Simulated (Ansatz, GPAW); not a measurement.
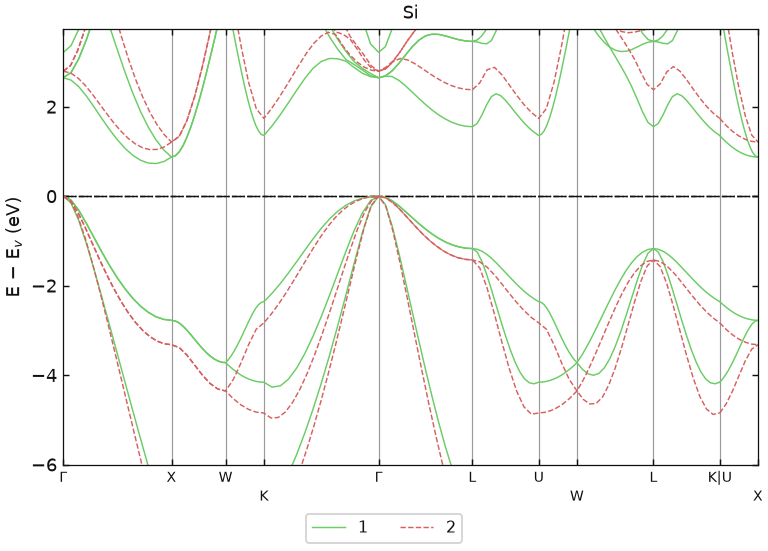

Band structures of diamond-type Si, space group Fd-3m, 2 atoms in the primitive cell (cubic a = 5.444 Å), by two methods on the same cell. Each is counted from its own valence-band top.

**Which curve is which? The methods: TASK (GPAW), rPW86-PBE (Ansatz).**

1 is rPW86-PBE (Ansatz); 2 is TASK (GPAW). rPW86-PBE (Ansatz) gives a gap of 0.73 eV along the path and TASK (GPAW) gives a gap of 1.04 eV along the path.

Settings. rPW86-PBE (Ansatz): Ansatz PAW, no spin polarisation, no spin-orbit coupling, 8×8×8 k mesh, 420 eV cutoff, Fermi-Dirac smearing of 0.05 eV (Ansatz). TASK (GPAW): GPAW PAW data sets (gpaw-data 1.2.1), no spin polarisation, no spin-orbit coupling, 8×8×8 k mesh, 600 eV cutoff, Fermi-Dirac smearing of 0.05 eV (GPAW).

The two runs differ in program as well. The cell is at 3 GPa in rPW86-PBE (Ansatz) and 5 GPa in TASK (GPAW). The PAW data sets were made with another functional. LDA, GGA and most meta-GGA functionals understate gaps.
